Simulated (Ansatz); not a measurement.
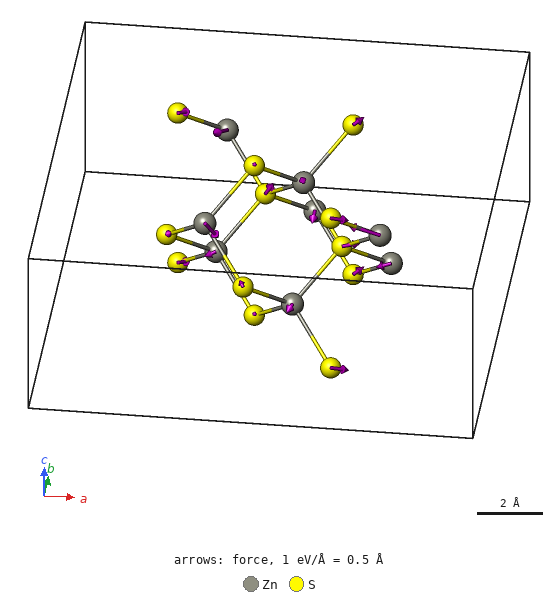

Starting geometry of a wire of composition ZnS with the computed forces as purple arrows. A ball-and-stick model of the cell of the calculation, with the vacuum cut short, seen from a free direction.

Case: wire along [0 0 1], 16 atoms a period.

All numbers below come from Ansatz 0.2.0, DFT PBE, scalar-relativistic, plane waves, PAW.

The input:
```yaml
crystal:
  lattice:
    - [15.8, 0.0, 0.0]
    - [0.0, 16.1, 0.0]
    - [0.0, 0.0, 5.4429620548]
  atoms:
    - { symbol: Zn, position: [0.5430614087, 0.5422590222, 0.75], spin: 0.3 }
    - { symbol: S, position: [0.4569385913, 0.4577409778, 0.0], spin: 0.3 }
    - { symbol: Zn, position: [0.5430614087, 0.3732229335, 0.25], spin: 0.3 }
    - { symbol: Zn, position: [0.5430614087, 0.7112951108, 0.25], spin: 0.3 }
    - { symbol: S, position: [0.4569385913, 0.2887048892, 0.5], spin: 0.3 }
    - { symbol: S, position: [0.4569385913, 0.6267770665, 0.5], spin: 0.3 }
    - { symbol: Zn, position: [0.370815774, 0.5422590222, 0.25], spin: 0.3 }
    - { symbol: Zn, position: [0.7153070433, 0.5422590222, 0.25], spin: 0.3 }
    - { symbol: S, position: [0.2846929567, 0.4577409778, 0.5], spin: 0.3 }
    - { symbol: S, position: [0.629184226, 0.4577409778, 0.5], spin: 0.3 }
    - { symbol: Zn, position: [0.370815774, 0.3732229335, 0.75], spin: 0.3 }
    - { symbol: Zn, position: [0.370815774, 0.7112951108, 0.75], spin: 0.3 }
    - { symbol: Zn, position: [0.7153070433, 0.3732229335, 0.75], spin: 0.3 }
    - { symbol: S, position: [0.2846929567, 0.6267770665, 0.0], spin: 0.3 }
    - { symbol: S, position: [0.629184226, 0.2887048892, 0.0], spin: 0.3 }
    - { symbol: S, position: [0.629184226, 0.6267770665, 0.0], spin: 0.3 }
basis:
  ecutwfc: 420
kpoints:
  mp_grid: { grid: [1, 1, 6] }
hamiltonian:
  xc: pbe
scf:
  occupations: { method: gaussian, width: 0.05 }
  lower_state_search: "off"
output:
  forces: true
  stress: true
  eigenvalues: true
  populations: true
  write_density: true
  write_potential: true
  elf: true
  volumetric_format: npy
magnetization:
  spin_polarized: true
relax:
  adjacent_minimum: "off"
  f_tol: 0.02
  max_steps: 45
  cell: { fix: [a, b, alpha, beta, gamma], stress_tol: 0.03 }
```

Run as
```bash
ansatz run input.yaml --threads 4 --pin off --max-ram 9216MiB --backend cpu --events-out ev --progress --plain --runs-dir out
```

Is this structure relaxed? If not, where do the atoms go?

Answer. It isn't relaxed: the largest force vector, on Zn atoms, is 2.20 eV/Å. The final displacements follow the starting forces only in part (cosine between the two patterns 0.55). After 29 accepted moves (32 points after the start) the energy has fallen by 9.283 eV per cell of the calculation. Largest force component: 1.9 eV/Å at the start, 0.014 eV/Å at the end. The line search rejected the trial step at point 26 of the run. The SCF was repeated twice at an unchanged geometry on a basis and grid sized afresh for the cell, which shifted the energy by 60.3 meV per cell of the calculation at most. The largest move relative to the layer's centre is that of S2, 1.95 Å. Largest moves by element: S 1.95 Å, Zn 1.81 Å. Along the periodic axis the drawn cell goes c 5.443 → 6.346 Å (+16.6 %). Some distances before and after: Zn1–S2 2.357 → 5.678 Å, S5–Zn13 4.513 → 2.278 Å, S6–Zn7 2.357 → 4.328 Å, S10–Zn13 2.357 → 2.278 Å. New bonds form: S5–Zn13 (4.51 → 2.28 Å), S9–Zn12 (4.51 → 2.28 Å), Zn4–S14 (4.51 → 2.28 Å), Zn8–S15 (4.51 → 2.28 Å). Bonds break: S6–Zn7 (2.36 → 4.33 Å), Zn1–S2 (2.36 → 5.68 Å), Zn3–S10 (2.36 → 4.33 Å). Bond angles that change, for instance: S5–Zn11–S9 109.5° → 127.8°, Zn1–S10–Zn13 109.5° → 93.3°, S10–Zn8–S16 109.5° → 116.1°. The program noted that the starting moments weren't kept. Cost: 8.6 min on 4 threads of AMD EPYC 9R45 96-Core Processor (Zen 5), with other jobs on the host, peak memory 3.4 GiB.
